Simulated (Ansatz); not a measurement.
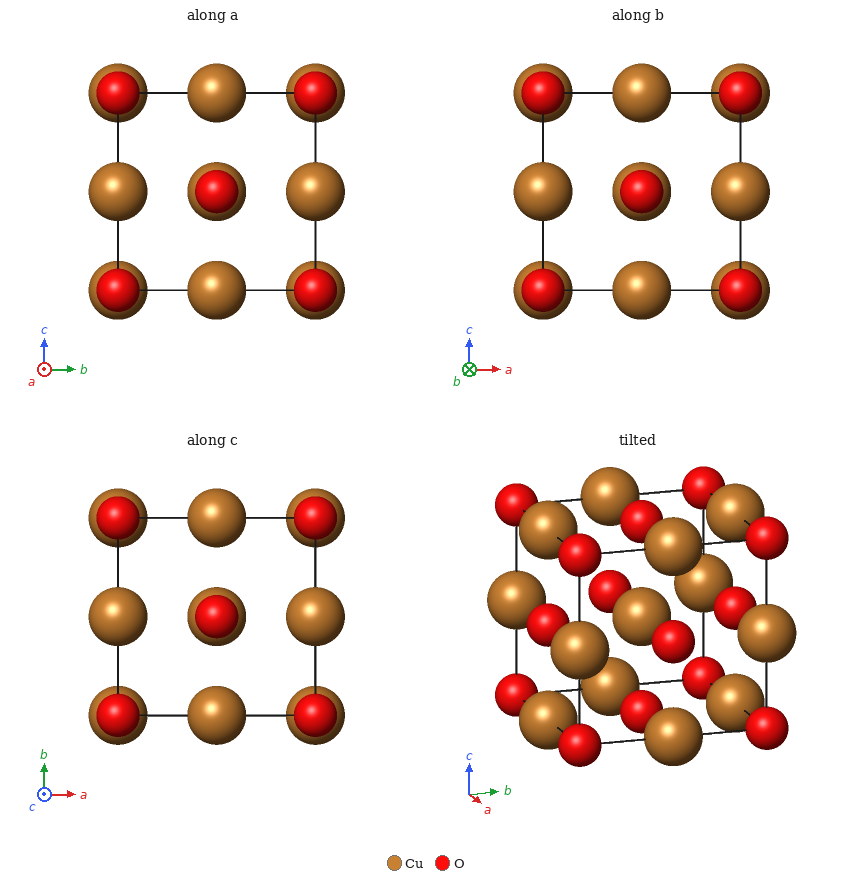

We look at a spheres-only model of the crystal along the a axis, along the b axis, along the c axis and slightly off an axis. Atoms at the boundary of the drawn cell (a repeat of the simulation cell) (the box) are drawn once for each face, edge or corner they touch.

Lattice parameters: a = 4.2451 Å, b = 4.2451 Å, c = 4.2422 Å, α = 90.000°, β = 90.000°, γ = 90.000°.

Set out the cell and atoms as a CIF in P1 with every atom of the cell.

```cif
data_structure
_symmetry_space_group_name_H-M 'P 1'
_symmetry_Int_Tables_number 1
_cell_length_a 4.2451
_cell_length_b 4.2451
_cell_length_c 4.2422
_cell_angle_alpha 90.000
_cell_angle_beta 90.000
_cell_angle_gamma 90.000
_cell_volume 76.45
loop_
_atom_site_label
_atom_site_type_symbol
_atom_site_fract_x
_atom_site_fract_y
_atom_site_fract_z
_atom_site_occupancy
Cu1 Cu 0.0000 0.5000 0.0000 1
Cu2 Cu 0.0000 0.0000 0.5000 1
Cu3 Cu 0.5000 0.0000 0.0000 1
O1 O 0.0000 0.0000 0.0000 1
Cu4 Cu 0.5000 0.5000 0.5000 1
O2 O 0.0000 0.5000 0.5000 1
O3 O 0.5000 0.5000 0.0000 1
O4 O 0.5000 0.0000 0.5000 1
```

Starting structure: a random cell made by a generator, so it need not be a real form of the compound. Earlier steps of the study, as a rule a relaxation of our own, may have changed the cell and positions, so they can lie some per cent off the listed ones. It was the input of a calculation with Ansatz.
